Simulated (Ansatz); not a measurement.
# MgSi4N: a trial structure relaxed

Where does this trial cell of MgSi4N go when cell and atoms are let free?

Method: DFT PBE, scalar-relativistic, plane waves, PAW, in Ansatz 0.2.0.

### 1 The system as given

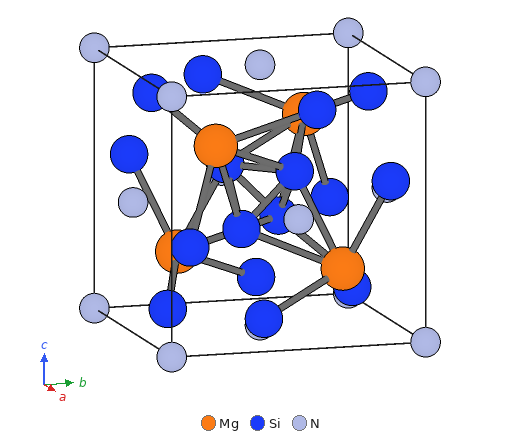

The starting structure, seen slightly off an axis (magnesium orange, silicon blue, nitrogen light blue). Atoms on the faces are drawn again on the opposite ones. The cell drawn here is the conventional one.

Structure file:

```cif
data_structure
_symmetry_space_group_name_H-M 'F-43m'
_symmetry_Int_Tables_number 216
_cell_length_a 7.0222
_cell_length_b 7.0222
_cell_length_c 7.0222
_cell_angle_alpha 90.000
_cell_angle_beta 90.000
_cell_angle_gamma 90.000
_cell_volume 346.28
loop_
_atom_site_label
_atom_site_type_symbol
_atom_site_symmetry_multiplicity
_atom_site_Wyckoff_symbol
_atom_site_fract_x
_atom_site_fract_y
_atom_site_fract_z
_atom_site_occupancy
Mg1 Mg 4 c 0.25000 0.25000 0.25000 1
Si1 Si 16 e 0.39517 0.10483 0.89517 1
N1 N 4 a 0.00000 0.00000 0.00000 1
```

The cell is invented: random cell by space group and Wyckoff sites (F-43m, No. 216). Its size is a rough estimate.

### 2 A first look at the guess

Contents of input.yaml:

```yaml
crystal:
  lattice:
    - [0.0, 3.51110884, 3.51110884]
    - [3.51110884, 0.0, 3.51110884]
    - [3.51110884, 3.51110884, 0.0]
  atoms:
    - { symbol: Mg, position: [0.75, 0.75, 0.75] }
    - { symbol: Si, position: [0.39516685, 0.39516685, 0.39516685] }
    - { symbol: Si, position: [0.39516685, 0.39516685, 0.81449944] }
    - { symbol: Si, position: [0.39516685, 0.81449944, 0.39516685] }
    - { symbol: Si, position: [0.81449944, 0.39516685, 0.39516685] }
    - { symbol: "N", position: [0.0, 0.0, 0.0] }
basis:
  ecutwfc: 420
kpoints:
  mp_grid: { grid: [4, 4, 4] }
hamiltonian:
  xc: pbe
scf:
  occupations: { method: gaussian, width: 0.1 }
  lower_state_search: "off"
output:
  forces: true
  stress: true
  eigenvalues: true
```

Run with:

```console
$ ansatz run input.yaml --threads 1 --pin off --max-ram 2560MiB --backend cpu --events-out ev --progress --plain --runs-dir out
```

Output, cut to the lines that bear on the results:

```text
[...]
SCF converged after 8 iterations
Free energy (F): -4840.988106 eV
[...]
E sigma→0 (E₀):  -4840.967953 eV
Entropy (-TS):   -0.040306 eV (-6.718 meV/atom)
Fermi energy:    8.753583 eV
[...]
--- Forces (eV/Å), atoms counted from 1 ---
  atom   1  Mg     0.00000000    -0.00000000     0.00000000
  atom   2  Si    -6.15254162    -6.15254162    -6.15254162
  atom   3  Si     6.15254162     6.15254162    -6.15254162
  atom   4  Si     6.15254162    -6.15254162     6.15254162
  atom   5  Si    -6.15254162     6.15254162     6.15254162
  atom   6  N     -0.00000000     0.00000000     0.00000000
[...]
--- Stress (GPa, compression-positive) ---
       23.545181      -0.000000      -0.000000
       -0.000000      23.545181       0.000000
       -0.000000       0.000000      23.545181
  P = ⅓ Tr σ = 23.5452 GPa (235.452 kbar)
--- Band table (eV; the first three rows and the last of 8) ---
  k-point 0: bands = ["-67.6101", "-34.3662", "-34.3662", "-34.3662", "-6.3460", "-3.3922", "2.4443", "2.4443", "2.4443", "2.5981", "5.6985", "5.6985", "5.6985", "7.0884", "7.0884", "7.0884", "7.2541", "7.2541", "8.7392", "14.3036", "14.3036", "14.3036"]
[...]
```

It took 1.6 s on 1 thread of Arm Neoverse V2, shared host; peak memory 0.29 GiB.

Read-out: pressure 23.5 GPa, largest force 10.66 eV/Å, gap on this mesh none (metal). A guess like this is first relaxed loosely on the coarse mesh.

### 3 Spin check on a coarse mesh

Changes to input.yaml since step 2:

```diff
@@ -11,3 +11,3 @@
     - { symbol: Si, position: [0.81449944, 0.39516685, 0.39516685] }
-    - { symbol: "N", position: [0.0, 0.0, 0.0] }
+    - { symbol: "N", position: [0.0, 0.0, 0.0], spin: 1.0 }
 basis:
@@ -25 +25,4 @@
   eigenvalues: true
+  populations: true
+magnetization:
+  spin_polarized: true
```

Run with:

```console
$ ansatz run input.yaml --threads 1 --pin off --max-ram 2560MiB --backend cpu --events-out ev --progress --plain --runs-dir out
```

Output, cut to the lines that bear on the results:

```text
[...]
SCF converged after 15 iterations
Magnetization: 0.9352 μB (15.9676 up, 15.0324 down)
Absolute magnetization: 1.0101 μB (∫|ρ↑−ρ↓|, with the PAW one-centre terms)
Spin contamination: 0.0412 ħ² per cell (⟨S²⟩ above its minimum at these occupations)
[...]
       -0.000000       0.000000      23.835552
  P = ⅓ Tr σ = 23.8356 GPa (238.356 kbar)
--- Band table (eV; the first three rows and the last of 16) ---
[... band rows left out ...]
[...]
--- Löwdin populations: 6 sites ---
  site symbol       q [e]    m [muB]
     0     Mg      8.5474     0.0003
     1     Si      3.9938     0.0600
     2     Si      3.9938     0.0600
     3     Si      3.9938     0.0600
     4     Si      3.9938     0.0600
     5      N      5.7066     0.6941
  spilling = 0.024865 (of n_electrons = 31.000000)
```

It took 4.8 s on 1 thread of Arm Neoverse V2, shared host; peak memory 0.31 GiB.

Per atom:

| atom | moment in the atom's sphere (μB) | Löwdin electrons |
| --- | --- | --- |
| Mg1 | 0.02 | 8.55 |
| Si2 | 0.02 | 3.99 |
| Si3 | 0.02 | 3.99 |
| Si4 | 0.02 | 3.99 |
| Si5 | 0.02 | 3.99 |
| N6 | 0.65 | 5.71 |

The Löwdin counts miss 0.77 of the 31 electrons, which the atomic orbitals do not span, so they are no charges.

The same cell is solved with trial moments on N. The largest site moment that stays is 0.65 μB and the cell's total 0.94 μB. The workflow keeps spin only above 0.25 μB on a site, so spin is kept from here on.

### 4 Coarse relaxation

Changes to input.yaml since step 3:

```diff
@@ -28 +28,6 @@
   spin_polarized: true
+relax:
+  adjacent_minimum: "off"
+  f_tol: 0.04
+  max_steps: 70
+  cell: { stress_tol: 0.4 }
```

Run with:

```console
$ ansatz run input.yaml --threads 1 --pin off --max-ram 2560MiB --backend cpu --events-out ev --progress --plain --runs-dir out
```

Output:

```text
Warning: RAYON_NUM_THREADS=1 ignored (pool sized by the plan → 1); use --threads N
Engine: ansatz 0.2.0, aarch64-unknown-linux-gnu
Pseudopotentials: kind: paw
Pseudopotential: Mg, paw, valence charge 10, recommended cutoff 420 eV (normal), Mg.paw.azcp
Pseudopotential: Si, paw, valence charge 4, recommended cutoff 420 eV (normal), Si.paw.azcp
Pseudopotential: N, paw, valence charge 5, recommended cutoff 420 eV (normal), N.paw.azcp
Functional definition: PBE
  parameter kappa = 0.804
  parameter beta = 0.06672455060314922
  exchange = pbe_x(kappa = kappa, mu = beta*pi^2/3)
  correlation = pbe_c(beta = beta)
Crystal: 6 atoms, lattice volume = 86.569 Å³
Basis set: ecut = 420 eV, 1687 PW (Γ), exchange–correlation on 72×72×72 points (8 copies of the dense FFT grid, shifted against one another)
Bands: 22, of which v1, the nominal top of the filled ones, is band 16 counted from 1 (15 counted from 0)
Symmetry: 24 space group operations
Space group: F-43m (ITA 216), of the structure as read, at distance tolerance 4.4e-5 Å
Magnetic group: BNS 216.74 (UNI 1576), of the structure as read, at distance tolerance 4.4e-5 Å
k-points: 8 of 64 (time reversal used)
Non-local potential: Mg, projectors of the file, l = 0: 3, l = 1: 2, l = 2: 1
Non-local potential: Si, projectors of the file, l = 0: 2, l = 1: 2, l = 2: 2
Non-local potential: N, projectors of the file, l = 0: 2, l = 1: 2, l = 2: 1
PAW form: soft (Blöchl's): semilocal exchange-correlation on the pseudo side does not see the compensation charge
PAW one-centre angular grid: Mg, 110 points (default); XC on 64 Gauss nodes
PAW one-centre angular grid: Si, 110 points (default); XC on 64 Gauss nodes
PAW one-centre angular grid: N, 110 points (default); XC on 64 Gauss nodes
Initial density: superposition of atomic densities (chi_scale 0.1, normalization cell, long waves kept (reshape's long-wave potential 0.02 eV rms))
Starting moments: Σ|m| = 1 μB on 1 of 6 sites
Initial wavefunctions: pseudopotential atomic-orbital guess
Functional: x = pbe(κ = 0.804, μ = 0.2195149727645171), c = pbe(β = 0.06672455060314922)
SCF iter   1: F=—  HF=-4845.664082 eV  |F-HF|=—  |Δ(HF+E_count)|=         —  Δρ=7.62e-2 (↑7.62e-2 ↓5.90e-2)  dr2=3.39e1  dr2_m=8.60e-2  M=0.671 μB ∫|m|=0.794 μB  β_m=0.30  ethr=3.10e-3  ⟨swp⟩=6.4  Hψ=2107  notcnv=0
preconditioner: auto → none  [insulator: Δε(μ)=0.489 eV  Ē_g=8.664 eV  σ=0.100 eV  W_gap=0.65  n_scr=14 (ndim 8)  ℏωp=19.1 eV  f_vac=0.000  D(μ)=3.15/eV (n_scr^D=26)  ε∞_Penn≈5.9]
SCF iter   2: F=—  HF=-4848.495808 eV  |F-HF|=—  |Δ(HF+E_count)|=    2.83e0  Δρ=1.09e-1 (↑7.55e-2 ↓1.09e-1)  dr2=4.68e1  dr2_m=2.48e-1  M=0.260 μB ∫|m|=0.303 μB  β_m=0.30  ethr=3.10e-3  ⟨swp⟩=3.9  Hψ=1057  notcnv=0  defer=20
preconditioner: auto → Kerker (q_TF=auto, 2.299 Å⁻¹)  [metal: Δε(μ)=0.054 eV  Ē_g=9.141 eV  σ=0.100 eV  W_gap=0.30  n_scr=14 (ndim 8)  ℏωp=19.1 eV  f_vac=0.000  D(μ)=4.11/eV (n_scr^D=26)]
spin=Collinear: Kerker preconditioning applied to the charge; magnetization (m = ρ↑ − ρ↓) channel mixes plain (no charge-response kernel on spin).
SCF iter   3: F=—  HF=-4841.414719 eV  |F-HF|=—  |Δ(HF+E_count)|=    7.08e0  Δρ=2.01e-2 (↑2.01e-2 ↓1.86e-2)  dr2=1.95e0  dr2_m=9.29e-3  M=0.889 μB ∫|m|=0.915 μB  β_m=1.00  ethr=3.10e-3  ⟨swp⟩=3.6  Hψ=828  notcnv=0  defer=21
SCF iter   4: F=—  HF=-4841.564847 eV  |F-HF|=—  |Δ(HF+E_count)|=   1.50e-1  Δρ=3.79e-2 (↑3.79e-2 ↓2.53e-2)  dr2=6.19e0  dr2_m=4.28e-2  M=0.381 μB ∫|m|=0.503 μB  β_m=0.30  ethr=3.10e-3  ⟨swp⟩=2.9  Hψ=757  notcnv=0  defer=22
SCF iter   5: F=—  HF=-4841.155115 eV  |F-HF|=—  |Δ(HF+E_count)|=   4.10e-1  Δρ=1.44e-2 (↑1.44e-2 ↓1.06e-2)  dr2=1.17e0  dr2_m=5.47e-3  M=0.914 μB ∫|m|=0.951 μB  β_m=1.00  ethr=3.10e-3  ⟨swp⟩=2.9  Hψ=695  notcnv=0  defer=22
SCF iter   6: F=—  HF=-4841.024364 eV  |F-HF|=—  |Δ(HF+E_count)|=   1.31e-1  Δρ=2.22e-3 (↑2.22e-3 ↓1.82e-3)  dr2=1.70e-2  dr2_m=1.17e-3  M=0.907 μB ∫|m|=0.952 μB  β_m=1.00  ethr=3.10e-3  ⟨swp⟩=1.9  Hψ=514  notcnv=0  defer=22
SCF iter   7: F=—  HF=-4841.022603 eV  |F-HF|=—  |Δ(HF+E_count)|=   1.76e-3  Δρ=1.78e-3 (↑8.50e-4 ↓1.78e-3)  dr2=1.08e-2  dr2_m=2.05e-4  M=0.904 μB ∫|m|=0.955 μB  β_m=1.00  ethr=5.49e-5  ⟨swp⟩=2.4  Hψ=477  notcnv=0  defer=22
SCF iter   8: F=—  HF=-4841.021960 eV  |F-HF|=—  |Δ(HF+E_count)|=   6.43e-4  Δρ=7.98e-4 (↑4.55e-4 ↓7.98e-4)  dr2=1.23e-3  dr2_m=1.95e-4  M=0.913 μB ∫|m|=0.969 μB  β_m=0.30  ethr=3.50e-5  ⟨swp⟩=1.2  Hψ=334  notcnv=0  defer=22
Mixer restart at iter 8: flushing history
spin-set hold released at iteration 8 (site moments contracting): the magnetisation degrees of freedom join the quasi-Newton model from the next iteration; the mixer history was flushed
SCF iter   9: F=—  HF=-4841.022095 eV  |F-HF|=—  |Δ(HF+E_count)|=   1.35e-4  Δρ=7.02e-4 (↑7.02e-4 ↓4.78e-4)  dr2=3.36e-4  dr2_m=2.15e-4  M=0.917 μB ∫|m|=0.975 μB  β_m=0.58  ethr=3.96e-6  ⟨swp⟩=1.3  Hψ=339  notcnv=0  defer=22
SCF iter  10: F=—  HF=-4841.022361 eV  |F-HF|=—  |Δ(HF+E_count)|=   2.66e-4  Δρ=5.81e-4 (↑2.83e-4 ↓5.81e-4)  dr2=3.31e-4  dr2_m=1.32e-4  M=0.920 μB ∫|m|=0.981 μB  β_m=0.79  ethr=1.08e-6  ⟨swp⟩=2.1  Hψ=452  notcnv=0  defer=22
SCF iter  11: F=—  HF=-4841.022540 eV  |F-HF|=—  |Δ(HF+E_count)|=   1.79e-4  Δρ=2.96e-4 (↑2.96e-4 ↓2.16e-4)  dr2=1.24e-5  dr2_m=5.12e-5  M=0.928 μB ∫|m|=0.995 μB  β_m=0.89  ethr=1.07e-6  ⟨swp⟩=2.2  Hψ=490  notcnv=0  defer=22
SCF iter  12: F=—  HF=-4841.022619 eV  |F-HF|=—  |Δ(HF+E_count)|=   7.85e-5  Δρ=9.99e-5 (↑9.99e-5 ↓7.16e-5)  dr2=2.64e-6  dr2_m=5.33e-6  M=0.933 μB ∫|m|=1.004 μB  β_m=0.93  ethr=4.00e-8  ⟨swp⟩=2.4  Hψ=612  notcnv=0  defer=22
SCF iter  13: F=—  HF=-4841.022626 eV  |F-HF|=—  |Δ(HF+E_count)|=   7.37e-6  Δρ=1.72e-5 (↑1.72e-5 ↓1.65e-5)  dr2=9.61e-7  dr2_m=1.22e-7  M=0.935 μB ∫|m|=1.008 μB  β_m=0.97  ethr=8.51e-9  ⟨swp⟩=2.2  Hψ=594  notcnv=0  defer=22
SCF iter  14: F=—  HF=-4841.022626 eV  |F-HF|=—  |Δ(HF+E_count)|=   1.01e-7  Δρ=4.56e-6 (↑4.56e-6 ↓4.49e-6)  dr2=1.37e-7  dr2_m=1.00e-10  M=0.935 μB ∫|m|=1.009 μB  β_m=0.98  ethr=3.10e-9  ⟨swp⟩=2.1  Hψ=568  notcnv=0  defer=22
SCF iter  15: F=-4841.022626 eV  HF=-4841.022626 eV  |F-HF|=7.44e-10  |Δ(HF+E_count)|=   1.87e-8  Δρ=5.86e-7 (↑5.86e-7 ↓5.14e-7)  dr2=1.41e-9  dr2_m=4.61e-11  M=0.935 μB ∫|m|=1.009 μB  ethr=3.23e-10  ⟨swp⟩=8.8  Hψ=1451  notcnv=0
SCF 1 converged in 15 iterations: F = -4841.022626 eV  dr2 = 1.41e-9
relax step   1: F+E_penalty+E_count = -4841.02262594 eV  Δ(F+E_penalty+E_count) = +0.000e0 eV  max|allowed force component| = 6.131e0 eV/Å  Δτ_max = 0.0000 Å  P = +23.836 GPa  Ω = 86.569 Å³  (15 SCF iters, dr2 threshold 1.00e-7 eV, accepted)
[... 22 lines left out ...]
relax step   2: F+E_penalty+E_count = -4844.59734623 eV  Δ(F+E_penalty+E_count) = -3.575e0 eV  max|allowed force component| = 1.982e0 eV/Å  Δτ_max = 0.1744 Å  P = +18.400 GPa  Ω = 77.073 Å³  energy of the carried Pulay correction = +8.293e-3 eV  (11 SCF iters, dr2 threshold 6.00e-7 eV, accepted)
[... 20 lines left out ...]
relax step   3: F+E_penalty+E_count = -4845.39853226 eV  Δ(F+E_penalty+E_count) = -8.012e-1 eV  max|allowed force component| = 8.868e-1 eV/Å  Δτ_max = 0.0312 Å  P = +4.306 GPa  Ω = 84.750 Å³  energy of the carried Pulay correction = +1.517e-3 eV  (12 SCF iters, dr2 threshold 6.00e-7 eV, accepted)
[... 26 lines left out ...]
relax step   4: F+E_penalty+E_count = -4845.57559666 eV  Δ(F+E_penalty+E_count) = -1.771e-1 eV  max|allowed force component| = 3.751e-2 eV/Å  Δτ_max = 0.0500 Å  P = +0.421 GPa  Ω = 87.876 Å³  energy of the carried Pulay correction = -1.070e-3 eV  (19 SCF iters, dr2 threshold 6.00e-7 eV, accepted)
[... 13 lines left out ...]
relax step   5: F+E_penalty+E_count = -4845.57599494 eV  Δ(F+E_penalty+E_count) = -3.983e-4 eV  max|allowed force component| = 2.516e-3 eV/Å  Δτ_max = 0.0024 Å  P = -0.084 GPa  Ω = 88.365 Å³  energy of the carried Pulay correction = -1.467e-3 eV  (8 SCF iters, dr2 threshold 4.44e-7 eV, accepted)
[... 10 lines left out ...]
relax step   6: F+E_penalty+E_count = -4845.57747551 eV  Δ(F+E_penalty+E_count) = -1.481e-3 eV  max|allowed force component| = 2.491e-3 eV/Å  Δτ_max = 0.0000 Å  P = -0.067 GPa  Ω = 88.365 Å³  stress off target by 6.67e-2 GPa  SCF on the basis re-selected at this cell (its energy is not comparable with the rows above)  (5 SCF iters)
basis re-selected at this cell: Δ(F+E_penalty+E_count) = -1.481e-3 eV, ΔP = +0.018 GPa vs the last step (what re-selecting the basis moved, of the pressure what is left beyond the Pulay correction that the steps carried, after the strain that the cell walked since its last selection, with what the two solves' SCF thresholds leave and, on support functions, any second-order correction that the steps lacked; it is no measure of the basis error at this ecutwfc). This SCF's stress stands 6.67e-2 GPa from its target on what of the cell is left free (relax.cell.stress_tol is 4.00e-1 GPa) and its largest allowed force component is 2.49e-3 eV/Å (relax.f_tol is 4.00e-2 eV/Å): within both
SCF converged after 5 iterations
Magnetization: 0.9067 μB (15.9534 up, 15.0466 down)
Absolute magnetization: 1.0605 μB (∫|ρ↑−ρ↓|, with the PAW one-centre terms)
Spin contamination: 0.0682 ħ² per cell (⟨S²⟩ above its minimum at these occupations)
Per-site moments (μB) at R_I (Å): [(-0.0019193297844134862, 1.209725811885011), (0.00995449678887976, 1.0257167180756093), (0.009954496788879972, 1.0257167180756095), (0.009954496788879942, 1.0257167180756093), (0.009954496788879885, 1.0257167180756093), (0.8588956805031728, 1.2085655002778921)]
Free energy (F): -4845.577476 eV
Harris-Foulkes:  -4845.577476 eV  (|F-HF|=5.79e-9)
Internal energy: -4845.566302 eV  (E = F + TS)
E sigma→0 (E₀):  -4845.571889 eV
Entropy (-TS):   -0.011174 eV (-1.862 meV/atom)
Fermi energy:    8.691389 eV
--- Per-component energies (eV) ---
  E_band       = -266.455885
  E_kinetic    = 362.077609
  E_local      = -1859.489702  (includes V_loc(G=0)·N_el)
  E_nonlocal   = 244.819592
  E_hartree    = 671.021548
  E_xc         = -310.418688
  E_vxc        = -301.422647  (∫ρ·V_xc dr)
  E_paw        = -2467.833987  (= ΣΔE_a)
  E_vpaw       = -54.483953  (= ΣTr[D̂ρ^β])
  E_aug_tail   = 0.000094  (compensation charges beyond the density's cutoff)
  E_ewald      = -1485.742767
  E_smearing   = -0.011174  (= −TS)
  E_closure    = -0.000000  (closes the sum)
  Σ components = -4845.577476   (vs F -4845.577476, Δ=0.00e0)
--- Forces (eV/Å), atoms counted from 1 ---
  atom   1  Mg     0.00000000    -0.00000000    -0.00000000
  atom   2  Si    -0.00249147    -0.00249147    -0.00249147
  atom   3  Si     0.00249147     0.00249147    -0.00249147
  atom   4  Si     0.00249147    -0.00249147     0.00249147
  atom   5  Si    -0.00249147     0.00249147     0.00249147
  atom   6  N      0.00000000    -0.00000000    -0.00000000
  max |Σ_I F_I| component: 3.87e-16 eV/Å
--- Stress (GPa, compression-positive) ---
       -0.066688      -0.000000      -0.000000
       -0.000000      -0.066688       0.000000
       -0.000000       0.000000      -0.066688
  P = ⅓ Tr σ = -0.0667 GPa (-0.667 kbar)
--- Band table (eV; the first three rows and the last of 16) ---
  k-point 0 ↑: bands = ["-67.6133", "-34.3684", "-34.3684", "-34.3684", "-5.5773", "-2.6864", "1.6078", "3.7930", "3.7930", "3.7930", "4.2448", "4.2448", "4.2448", "7.1324", "7.1324", "7.1324", "7.2150", "7.2150", "8.8115", "13.5313", "13.5313", "13.5313"]
  k-point 1 ↑: bands = ["-67.6133", "-34.3684", "-34.3684", "-34.3684", "-5.2115", "-2.8837", "0.1647", "3.0917", "3.0944", "3.0944", "4.7803", "4.7803", "6.4898", "6.4898", "6.5859", "7.3173", "9.1443", "9.1443", "10.7489", "12.0156", "13.1460", "13.1460"]
  k-point 2 ↑: bands = ["-67.6133", "-34.3685", "-34.3684", "-34.3684", "-4.6312", "-3.2924", "-0.8379", "2.8345", "2.8345", "2.9820", "4.3830", "4.3830", "7.0261", "7.9426", "7.9426", "9.5596", "9.5596", "9.8196", "10.1453", "11.5678", "11.5678", "13.0393"]
  k-point 7 ↓: bands = ["-67.6139", "-34.3693", "-34.3693", "-34.3693", "-3.2610", "-2.3394", "-2.2636", "0.9467", "2.3806", "4.7474", "4.8572", "6.1842", "7.7636", "8.7417", "8.8987", "9.0915", "9.6581", "10.8839", "11.0874", "11.3626", "13.5958", "14.0492"]
--- Relaxed structure (5 steps of the walk, 5 accepted, 1 SCFs on fresh bases) ---
  F+E_penalty+E_count = -4845.57747551 eV   max|allowed force component| = 2.491e-3 eV/Å   (the final SCF, on the basis selected at the relaxed cell)
  cell:  # Å, volume = 88.3650 Å³
    - [5.978492500612185e-33, 3.5352222028779017, 3.5352222028779017]
    - [3.5352222028779017, -1.8131434898013522e-33, 3.5352222028779017]
    - [3.5352222028779017, 3.5352222028779017, -3.6096244603208233e-34]
  atoms:
    - { symbol: Mg, position: [0.7499999999999999, 0.7499999999999999, 0.7499999999999999] }
    - { symbol: Si, position: [0.37434026136337323, 0.37434026136337323, 0.37434026136337323] }
    - { symbol: Si, position: [0.37434026136337323, 0.37434026136337323, 0.8769792159098801] }
    - { symbol: Si, position: [0.37434026136337323, 0.8769792159098801, 0.3743402613633733] }
    - { symbol: Si, position: [0.8769792159098801, 0.37434026136337323, 0.3743402613633733] }
    - { symbol: N, position: [2.7104137525046334e-17, 3.336232120158531e-17, 3.105667458391306e-17] }
--- Löwdin populations: 6 sites ---
  site symbol       q [e]    m [muB]
     0     Mg      8.4912    -0.0061
     1     Si      4.0328     0.0006
     2     Si      4.0328     0.0006
     3     Si      4.0328     0.0006
     4     Si      4.0328     0.0006
     5      N      5.7492     0.9280
  spilling = 0.020269 (of n_electrons = 31.000000)
```

Run time: 26 s. Hardware: 1 thread of Arm Neoverse V2, shared host; peak memory 0.32 GiB.

Step by step:

| step | E - E(step 1) (eV/cell) | largest force component (eV/Å) | pressure (GPa) | volume (Å³) |
| --- | --- | --- | --- | --- |
| 1 | 0.0000 | 6.1311 | 23.84 | 86.57 |
| 2 | -3.5747 | 1.9820 | 18.40 | 77.07 |
| 3 | -4.3759 | 0.8868 | 4.31 | 84.75 |
| 4 | -4.5530 | 0.0375 | 0.42 | 87.88 |
| 5 | -4.5534 | 0.0025 | -0.08 | 88.36 |
| 6 | -4.5549 | 0.0025 | -0.07 | 88.36 |

Step 1 is the start. Step 6 repeats the geometry before it on a plane-wave basis chosen anew for that cell, so its energy need not be comparable with the rows above.

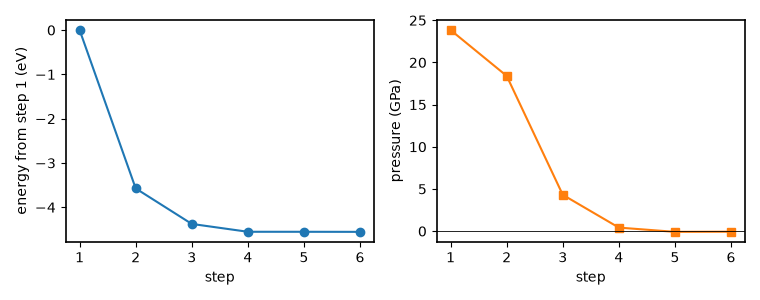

Energy and pressure along the relaxation.

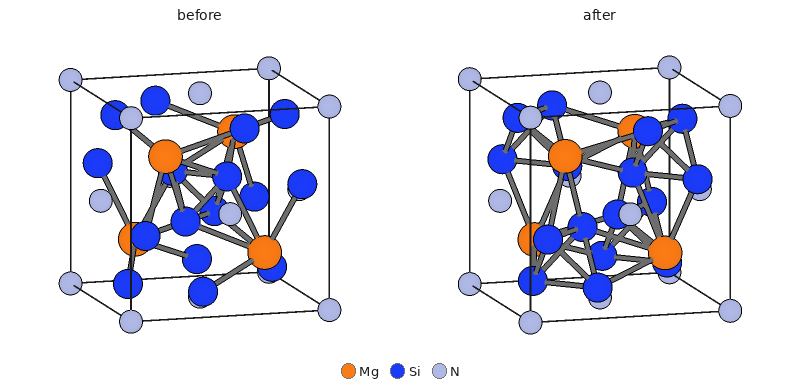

The structure before (left) and after (right) the relaxation, drawn at the same scale.

Lengths and angles in the start's conventional setting:

|  | before | after | change |
| --- | --- | --- | --- |
| a (Å) | 7.022 | 7.070 | +0.7 % |
| b (Å) | 7.022 | 7.070 | +0.7 % |
| c (Å) | 7.022 | 7.070 | +0.7 % |
| volume (Å³/atom) | 14.43 | 14.73 | +2.1 % |
| shortest distance (Å) | 2.082 | 2.487 | +19.4 % |
| space group (0.01 Å) | F-43m | F-43m | same |

Forces and stress were held to the start's 24 operations: a distortion of lower symmetry was not tested.

Per atom:

| atom | moment in the atom's sphere (μB) | Löwdin electrons |
| --- | --- | --- |
| Mg1 | 0.00 | 8.49 |
| Si2 | 0.01 | 4.03 |
| Si3 | 0.01 | 4.03 |
| Si4 | 0.01 | 4.03 |
| Si5 | 0.01 | 4.03 |
| N6 | 0.86 | 5.75 |

The Löwdin counts miss 0.63 of the 31 electrons, which the atomic orbitals do not span, so they are no charges.

[end of part 1 of 2]
